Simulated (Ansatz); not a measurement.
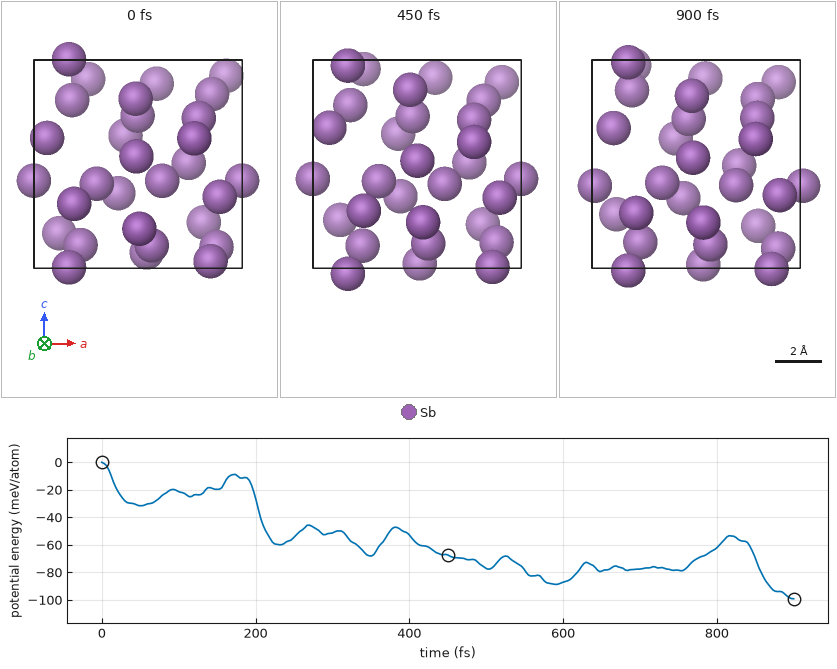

First-principles dynamics of Sb with an interstitial Sb (28 atoms in the cell), 900 fs long. It starts from the last geometry of an earlier run, with fresh velocities. Frames and the history of the run. Style: spheres-only. Shown: the simulation cell, along the b axis.

Method: DFT PBEsol, scalar-relativistic, plane waves, PAW (Ansatz 0.2.0). Set-up: plane-wave cutoff 420 eV; k-point mesh 1 × 1 × 1; Fermi-Dirac smearing 0.15 eV; low-accuracy preset; Langevin thermostat (NVT); set temperature 840 K; time step 3 fs; friction 0.05 per fs.

The input:
```yaml
accuracy: low
crystal:
  lattice:
    - [9.250031, 0.0, 0.0]
    - [0.0, 9.250031, 0.0]
    - [0.0, 0.0, 9.250031]
  atoms:
    - { symbol: Sb, position: [0.26018434, -0.08086848, -0.09207815] }
    - { symbol: Sb, position: [-0.18429591, -0.14687755, 0.22008525] }
    - { symbol: Sb, position: [-0.22961544, 0.03747501, 0.62357937] }
    - { symbol: Sb, position: [-0.15182169, 0.24534912, 0.03343091] }
    - { symbol: Sb, position: [-0.10780856, 0.22251925, 0.34273808] }
    - { symbol: Sb, position: [0.18328811, 0.57047964, 0.80724481] }
    - { symbol: Sb, position: [0.22360618, 0.52584403, 0.11074074] }
    - { symbol: Sb, position: [-0.00044849, 0.50880775, 0.42028355] }
    - { symbol: Sb, position: [-0.38421908, 0.43080158, 0.4196293] }
    - { symbol: Sb, position: [0.50649977, 0.01278406, 0.18904944] }
    - { symbol: Sb, position: [0.12147645, -0.18313702, 0.16794323] }
    - { symbol: Sb, position: [0.06295644, 0.2654173, 0.62532387] }
    - { symbol: Sb, position: [0.16815358, 0.23774435, 0.00358726] }
    - { symbol: Sb, position: [0.19305793, 0.1057104, 0.30895227] }
    - { symbol: Sb, position: [0.49765624, 0.57187869, 0.73297474] }
    - { symbol: Sb, position: [0.54182532, 0.62413225, 0.07554618] }
    - { symbol: Sb, position: [0.40496895, 0.74617298, 0.36012396] }
    - { symbol: Sb, position: [0.43960856, 0.83617563, 0.63708584] }
    - { symbol: Sb, position: [0.92418971, -0.03161769, -0.07596107] }
    - { symbol: Sb, position: [0.49220339, 0.14729505, 0.53703] }
    - { symbol: Sb, position: [0.48827935, 0.2571707, 0.81402721] }
    - { symbol: Sb, position: [0.5657359, 0.30423793, 0.10930224] }
    - { symbol: Sb, position: [0.30165424, 0.41945615, 0.40548016] }
    - { symbol: Sb, position: [0.79162949, 0.33770732, 0.72105864] }
    - { symbol: Sb, position: [0.85527238, 0.6715647, -0.16407578] }
    - { symbol: Sb, position: [0.8766502, 0.54864947, 0.10140596] }
    - { symbol: Sb, position: [0.74341213, 0.7221939, 0.50577636] }
    - { symbol: Sb, position: [0.58949011, 0.92596784, 0.88634883] }
basis:
  ecutwfc: 420.0
kpoints:
  mp_grid: { grid: [1, 1, 1] }
hamiltonian:
  xc: pbesol
scf:
  occupations: { method: fermi_dirac, width: 0.15 }
  lower_state_search: "off"
md:
  timestep: 3
  n_steps: 300
  ensemble: nvt_langevin
  temperature: 840.0
  initial_velocities: maxwell_boltzmann
  seed: 363881
  friction: 0.05
```

Launched with:
```bash
ansatz run input.yaml --threads 4 --pin off --max-ram 10240MiB --backend cpu --events-out ev --progress --plain --runs-dir out
```

**Describe the run.**

The mean temperature in the second half is 819 K (standard deviation 109 K). The potential energy in the second half lies on average 75.7 meV per atom below the first frame. Root-mean-square distances from the starting positions over the second half, with the common drift of all atoms taken out: Sb 0.44 Å. That is small against the typical shortest distance between atoms in the first frame, about 2.9 Å: the atoms vibrate about their sites and the arrangement holds.

Limits of the set-up: the program's low-accuracy preset was used.
